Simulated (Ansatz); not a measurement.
## Electronic structure of TiAl in real space

Input file:

```
crystal:
  lattice:
    - [2.8672622327, 0.0, 0.0]
    - [-1.4336311163, 2.4582907135, 0.0]
    - [0.0, 0.0, 4.678083]
  atoms:
    - { symbol: Ti, position: [0.0, 0.0, 0.0] }
    - { symbol: Al, position: [0.3333333333, 0.6666666667, 0.5] }
basis:
  ecutwfc: 500
kpoints:
  mp_grid: { grid: [18, 18, 10] }
hamiltonian:
  xc: r2scan
scf:
  occupations: { method: gaussian, width: 0.15 }
output:
  forces: true
  stress: true
  eigenvalues: true
  write_density: true
  write_potential: true
  elf: true
  volumetric_format: npy
```

Run with:

```sh
ansatz run input.yaml --threads 1 --pin off --max-ram 2560MiB --backend cpu --events-out ev --progress --plain --runs-dir out
```

Below, planes, directions and counts refer to the conventional cell (a = 4.68 Å, b = 2.87 Å, c = 4.92 Å, α = 90.00°, β = 90.00°, γ = 90.00°).

Space group Amm2; a structure from a database of computed crystals, not necessarily the ambient phase; changed on purpose from its base cell (strain -0.0100 x Voigt [0, 1, 0, 0, 0, 0], atoms carried along); computed without spin polarisation.

Method: DFT r2SCAN, scalar-relativistic, plane waves, PAW in Ansatz 0.2.0.

The density is the valence pseudo-density of a PAW calculation; it isn't the true density close to the nuclei.

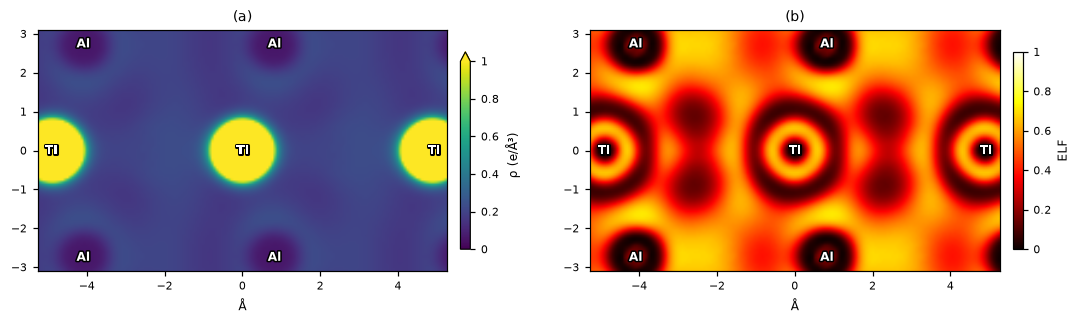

Figure 1. (a) valence pseudo-density; (b) ELF on the (11̄0) plane of the conventional cell.

Read the bonding off the picture.

The section cuts through Ti and Al sites.
Ti–Al (2.86 Å): the density is about 0.2 e/Å³ at the midpoint; the ELF is about 0.40 at the midpoint.
Between the atoms the lowest density in this plane is 0.16 e/Å³.
The features right at Ti lie inside the PAW spheres, where the map follows smoothed inner orbitals and isn't to be read closely.

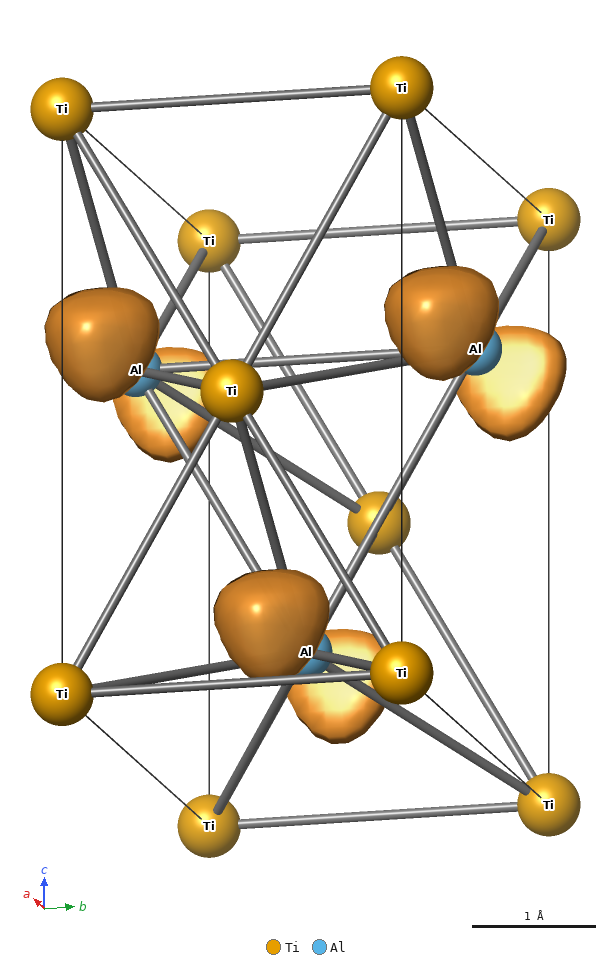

Figure 2. Isosurface of the ELF at 0.75 (orange), seen at an oblique angle. Only the valence region is drawn (cores and ρ < 0.01 e/Å³ removed). Sticks mark near contacts.

Describe the localisation domains.

At this value the surface marks out four pockets between the atoms, centred on no nucleus (multi-centre or interstitial), counted in one cell of 4 atoms. Regions shared between cells count once. Profiles from the grid: Ti–Ti (2.85 Å): the ELF is about 0.25 at the midpoint (no shared electron pair shows on this line). Al–Al (2.85 Å): the ELF is about 0.60 at the midpoint.

Does the calculation make it a metal, or give it a gap?

It is gapless in this calculation (a metal or semimetal).
